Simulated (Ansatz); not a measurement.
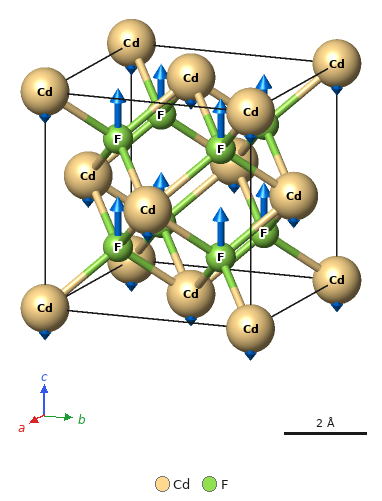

Phonons of solid CdF2 relaxed at −3 GPa, at the zone centre. The optical levels lie at 195 (×3), 285 (×3) cm⁻¹. One mode is drawn. The blue arrows are the displacements of the atoms (eigenvector over the root of the mass), of arbitrary overall length and sign. A ball-and-stick model of the conventional cell (4 times the calculation's cell), seen slightly off an axis. Lengths and directions refer to the drawn axes.

Method: DFT PBEsol, scalar-relativistic, plane waves, PAW (Ansatz). (plane-wave cutoff 420 eV; k-point mesh 8 × 8 × 8; occupations fixed; target pressure -3 GPa; no spin polarisation)

Frequencies are those without the non-analytic (LO–TO) term.

**Which of these frequencies is the drawn mode's?**

The level at 195 cm⁻¹. This is the T₁u mode (triply degenerate; one member of the set is drawn), the lowest optical level, infrared-active by symmetry. The F sublattice moves against the Cd sublattice, along c; the kinetic energy is shared as F 75 %, Cd 25 %. Its infrared intensity is 15 (D/Å)²/amu for the set. The value is the transverse one; the longitudinal partner lies at 359 cm⁻¹.
